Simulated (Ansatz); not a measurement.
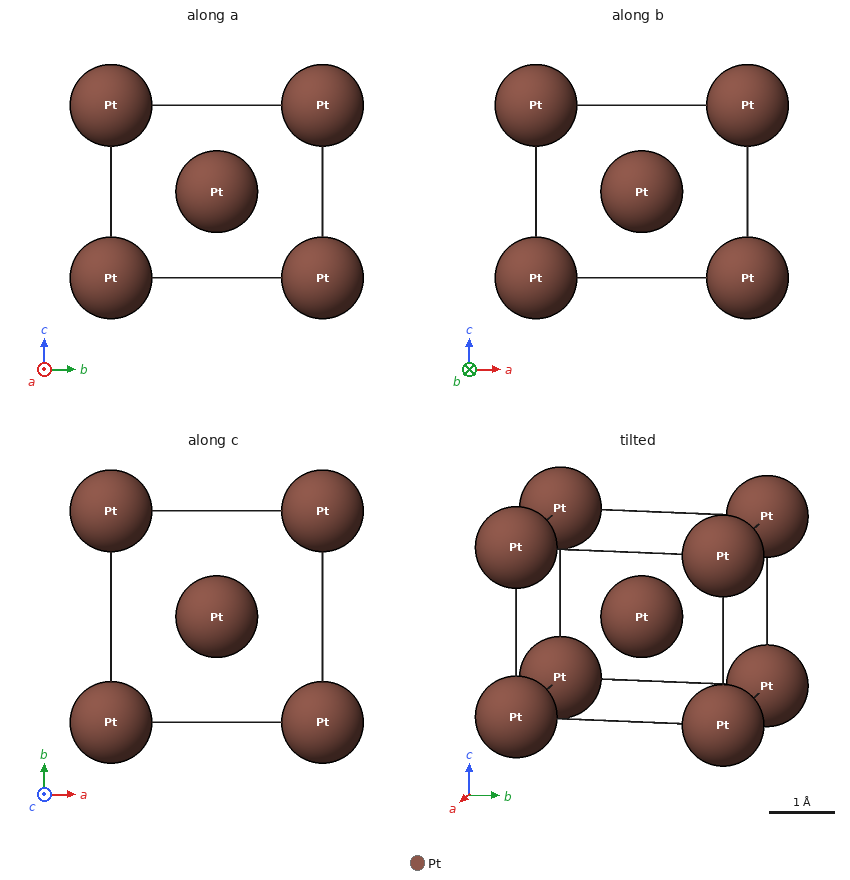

A spheres-only rendering, viewed along the a axis, along the b axis, along the c axis and slightly off an axis. Atoms at the boundary of the conventional unit cell (the box) are drawn once for each face, edge or corner they touch.

Lattice parameters: a = 3.2799 Å, b = 3.2799 Å, c = 2.6763 Å, α = 90.000°, β = 90.000°, γ = 90.000°.

Q: Record the structure as a CIF with its space group and independent sites.

A:
```cif
data_structure
_symmetry_space_group_name_H-M 'I 4/m m m'
_symmetry_Int_Tables_number 139
_cell_length_a 3.2799
_cell_length_b 3.2799
_cell_length_c 2.6763
_cell_angle_alpha 90.000
_cell_angle_beta 90.000
_cell_angle_gamma 90.000
_cell_volume 28.79
loop_
_atom_site_label
_atom_site_type_symbol
_atom_site_symmetry_multiplicity
_atom_site_Wyckoff_symbol
_atom_site_fract_x
_atom_site_fract_y
_atom_site_fract_z
_atom_site_occupancy
Pt1 Pt 2 a 0.0000 0.0000 0.0000 1
```

The structure comes from a random cell made by a generator, so it need not be a real form of the element. It was relaxed at fixed volume with DFT PBE, scalar-relativistic, plane waves, PAW in Ansatz.

At this level of theory the run's own cell isn't at rest (compressed, at 29 GPa), so its distances can differ from those at equilibrium, the more so the softer the solid.
